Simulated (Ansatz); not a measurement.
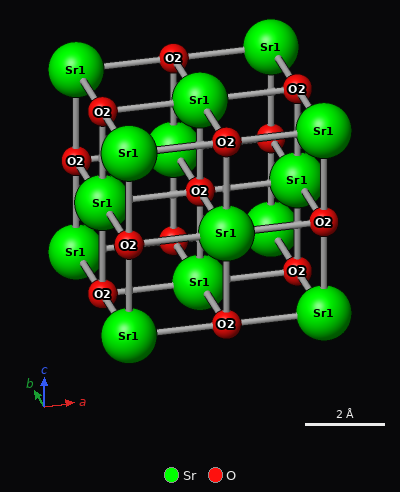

Fig. 1: The input geometry of run 1 (ball-and-stick view of the cell 4 times as large as that of the calculation, set on its symmetry axes, seen at an oblique angle; atoms are numbered from 1 in the order of the input). Near neighbours in the crystal (not all of them lie inside the picture): Sr has 6 O at 2.58 Å; O has 6 Sr at 2.58 Å.

# Two runs on SrO

System: SrO (Fm-3m, 2 atoms in the cell).
Method of run 1: DFT, r2SCAN, plane waves, PAW, no spin polarisation (Ansatz 0.2.0).

The structure was built on a prototype by a generator. The geometry comes from this level: r2SCAN. Text and figures count atoms from 1; the logs count them from 0 in places.

**Input, run 1**
```yaml
crystal:
  lattice:
    - [0.0, 2.5798923265, 2.5798923265]
    - [2.5798923265, 0.0, 2.5798923265]
    - [2.5798923265, 2.5798923265, 0.0]
  atoms:
    - { symbol: Sr, position: [0.0, 0.0, 0.0] }
    - { symbol: O, position: [0.5, 0.5, 0.5] }
kpoints:
  mp_grid: { grid: [8, 8, 8] }
  band_path:
    path:
      - [0.0, 0.0, 0.0]
      - [0.5, 0.0, 0.5]
      - [0.625, 0.25, 0.625]
      - [0.375, 0.375, 0.75]
      - [0.5, 0.5, 0.5]
      - [0.5, 0.25, 0.75]
      - [0.0, 0.5, 0.5]
    npoints: 1
hamiltonian:
  xc: r2scan
scf:
  occupations: { method: fixed }
  n_extra_bands: 4
output:
  forces: true
  stress: true
  eigenvalues: true
```

Launched with:
```bash
ansatz run input.yaml --threads 2 --pin off --max-ram 3686MiB --backend cpu --events-out ev --progress --plain --runs-dir out
```

Hardware: 2 threads of Arm Neoverse V2, 24 GiB of memory available, shared host.

**Output, shortened to warnings, some set-up lines, iterations and results (run 1)**
```
Basis set: ecut = 500 eV, 893 PW (Γ), exchange–correlation on 108×108×108 points (64 copies of the dense FFT grid, shifted against one another)
Symmetry: 48 space group operations
k-points: 29 of 512
Initial density: superposition of atomic densities (neutral atoms: chi_scale 0, normalization atom), corrected by the library's trained network
[...]
SCF iter   1: F=—  HF=-4126.975834 eV  |F-HF|=—  |Δ(HF+E_count)|=         —  Δρ=8.32e-3  dr2=3.20e-2  dr2_τ=5.58e-2  ethr=1.77e-3  ⟨swp⟩=5.8  Hψ=2208  notcnv=0  defer=51
SCF iter   2: F=—  HF=-4127.058328 eV  |F-HF|=—  |Δ(HF+E_count)|=   8.25e-2  Δρ=8.54e-3  dr2=1.43e-2  dr2_τ=3.53e-3  ethr=2.00e-4  ⟨swp⟩=2.4  Hψ=861  notcnv=0  defer=53
SCF iter   3: F=—  HF=-4127.055378 eV  |F-HF|=—  |Δ(HF+E_count)|=   2.95e-3  Δρ=2.37e-3  dr2=1.00e-3  dr2_τ=1.12e-4  ethr=8.95e-5  ⟨swp⟩=2.0  Hψ=491  notcnv=0  defer=54
SCF iter   4: F=—  HF=-4127.055329 eV  |F-HF|=—  |Δ(HF+E_count)|=   4.89e-5  Δρ=5.23e-4  dr2=7.94e-5  dr2_τ=9.02e-6  ethr=6.28e-6  ⟨swp⟩=2.6  Hψ=545  notcnv=0  defer=56
SCF iter   5: F=—  HF=-4127.055325 eV  |F-HF|=—  |Δ(HF+E_count)|=   4.34e-6  Δρ=9.76e-5  dr2=2.56e-6  dr2_τ=1.96e-7  ethr=4.96e-7  ⟨swp⟩=2.0  Hψ=467  notcnv=0  defer=48
SCF iter   6: F=—  HF=-4127.055325 eV  |F-HF|=—  |Δ(HF+E_count)|=   4.41e-8  Δρ=2.32e-5  dr2=1.80e-7  dr2_τ=2.02e-8  ethr=1.60e-8  ⟨swp⟩=2.4  Hψ=571  notcnv=0  defer=51
SCF iter   7: F=-4127.055325 eV  HF=-4127.055325 eV  |F-HF|=8.52e-9  |Δ(HF+E_count)|=   1.22e-8  Δρ=5.60e-6  dr2=1.08e-8  dr2_τ=3.14e-10  ethr=6.25e-10  ⟨swp⟩=8.9  Hψ=2161  …
SCF 1 converged in 7 iterations: F = -4127.055325 eV  dr2 = 1.08e-8
NSCF: frozen V_eff on 7 k-points
SCF converged after 7 iterations
Free energy (F): -4127.055325 eV
Harris-Foulkes:  -4127.055325 eV  (|F-HF|=8.52e-9)
Internal energy: -4127.055325 eV  (E = F + TS)
E sigma→0 (E₀):  -4127.055325 eV
Fermi energy:    7.495204 eV
--- Per-component energies (eV) ---
  E_band       = -71.526399
  E_kinetic    = 424.230630
  E_local      = -869.638586  (includes V_loc(G=0)·N_el)
  E_nonlocal   = 248.877736
  E_hartree    = 236.560093
  E_xc         = -239.165917
  E_vxc        = -286.629116  (∫ρ·V_xc dr)
  E_paw        = -2875.199927  (= ΣΔE_a)
  E_vpaw       = -77.961220  (= ΣTr[D̂ρ^β])
  E_aug_tail   = 0.001086  (compensation charges beyond the density's cutoff)
  E_vtau       = 16.474651  (kinetic-family band-sum trace: ∫τ·v_τ [+ j·A + Jᵃ·Aᵃ] dr)
  E_ewald      = -1052.542463
  E_core_change = -0.177977  (= ΣΔE_core)
  E_smearing   = -0.000000  (= −TS)
  E_closure    = -0.000000  (closes the sum)
  Σ components = -4127.055325   (vs F -4127.055325, Δ=0.00e0)
--- Forces (eV/Å), atoms counted from 1 ---
  atom   1  Sr    -0.00000000     0.00000000     0.00000000
  atom   2  O      0.00000000    -0.00000000    -0.00000000
  max |Σ_I F_I| component: 2.50e-29 eV/Å
--- Stress (GPa, compression-positive) ---
        0.002755       0.000000       0.000000
        0.000000       0.002755      -0.000000
        0.000000       0.000000       0.002755
  P = ⅓ Tr σ = 0.0028 GPa (0.028 kbar)
```

The input of run 2 differs as follows (lines with − go, lines with + come):
```diff
-  xc: r2scan
+  xc: pbe
```

What does this change do to the results?

The total energies belong to different methods, so their difference says nothing on which is more stable or more accurate. The gap on the mesh goes from 3.80 to 3.32 eV. The pressure goes from 0.00 to 1.81 GPa. The functional changes from r2SCAN to PBE. The SCF takes 6 iterations against 7. The default cutoff goes from 500 to 420 eV with the change. The plane waves at Γ go from 893 to 645.

**Output, shortened to warnings, some set-up lines, iterations and results (run 2)**
```
Basis set: ecut = 420 eV, 645 PW (Γ), exchange–correlation on 50×50×50 points (8 copies of the dense FFT grid, shifted against one another)
Symmetry: 48 space group operations
k-points: 29 of 512
Initial density: superposition of atomic densities (neutral atoms: chi_scale 0, normalization atom), corrected by the library's trained network
[...]
SCF iter   1: F=—  HF=-4114.624347 eV  |F-HF|=—  |Δ(HF+E_count)|=         —  Δρ=3.74e-4  dr2=6.42e-6  ethr=1.77e-3  ⟨swp⟩=5.9  Hψ=2243  notcnv=0  defer=50
SCF iter   2: F=—  HF=-4114.624760 eV  |F-HF|=—  |Δ(HF+E_count)|=   4.12e-4  Δρ=4.71e-4  dr2=7.29e-5  ethr=4.01e-8  ⟨swp⟩=4.0  Hψ=1178  notcnv=0  defer=56
SCF iter   3: F=—  HF=-4114.624791 eV  |F-HF|=—  |Δ(HF+E_count)|=   3.08e-5  Δρ=3.39e-4  dr2=2.71e-5  ethr=4.01e-8  ⟨swp⟩=3.0  Hψ=636  notcnv=0  defer=56
SCF iter   4: F=—  HF=-4114.624806 eV  |F-HF|=—  |Δ(HF+E_count)|=   1.56e-5  Δρ=1.53e-4  dr2=6.02e-6  ethr=4.01e-8  ⟨swp⟩=2.0  Hψ=435  notcnv=0  defer=56
SCF iter   5: F=—  HF=-4114.624809 eV  |F-HF|=—  |Δ(HF+E_count)|=   2.36e-6  Δρ=2.42e-5  dr2=1.71e-7  ethr=3.76e-8  ⟨swp⟩=2.0  Hψ=435  notcnv=0  defer=56
SCF iter   6: F=-4114.624809 eV  HF=-4114.624809 eV  |F-HF|=2.68e-8  |Δ(HF+E_count)|=   5.15e-9  Δρ=1.01e-5  dr2=3.31e-8  ethr=6.25e-10  ⟨swp⟩=10.1  Hψ=2061  notcnv=0
SCF 1 converged in 6 iterations: F = -4114.624809 eV  dr2 = 3.31e-8
NSCF: frozen V_eff on 7 k-points
SCF converged after 6 iterations
Free energy (F): -4114.624809 eV
Harris-Foulkes:  -4114.624809 eV  (|F-HF|=2.68e-8)
Internal energy: -4114.624809 eV  (E = F + TS)
E sigma→0 (E₀):  -4114.624809 eV
Fermi energy:    7.824694 eV
--- Per-component energies (eV) ---
  E_band       = -59.926702
  E_kinetic    = 422.885645
  E_local      = -868.920254  (includes V_loc(G=0)·N_el)
  E_nonlocal   = 250.144667
  E_hartree    = 235.490106
  E_xc         = -249.355617
  E_vxc        = -259.140497  (∫ρ·V_xc dr)
  E_paw        = -2852.329297  (= ΣΔE_a)
  E_vpaw       = -75.881757  (= ΣTr[D̂ρ^β])
  E_aug_tail   = 0.002405  (compensation charges beyond the density's cutoff)
  E_ewald      = -1052.542463
  E_smearing   = -0.000000  (= −TS)
  E_closure    = -0.000000  (closes the sum)
  Σ components = -4114.624809   (vs F -4114.624809, Δ=0.00e0)
--- Forces (eV/Å), atoms counted from 1 ---
  atom   1  Sr    -0.00000000     0.00000000     0.00000000
  atom   2  O      0.00000000    -0.00000000     0.00000000
  max |Σ_I F_I| component: 2.49e-29 eV/Å
--- Stress (GPa, compression-positive) ---
        1.807417       0.000000      -0.000000
        0.000000       1.807417       0.000000
        0.000000      -0.000000       1.807417
  P = ⅓ Tr σ = 1.8074 GPa (18.074 kbar)
```

**The two runs side by side**

| quantity | run 1 | run 2 |
| --- | --- | --- |
| outcome | converged | converged |
| free energy per atom (eV) | −2063.5277 | −2057.3124 |
| gap on the mesh (eV) | 3.80 | 3.32 |
| pressure (GPa) | 0.00 | 1.81 |
| largest force (eV/Å) | 0.000 | 0.000 |
| SCF iterations | 7 | 6 |
| irreducible k-points | 29 | 29 |
| plane waves at Γ | 893 | 645 |
| wall time (shared host) | 1.6 s | 0.61 s |
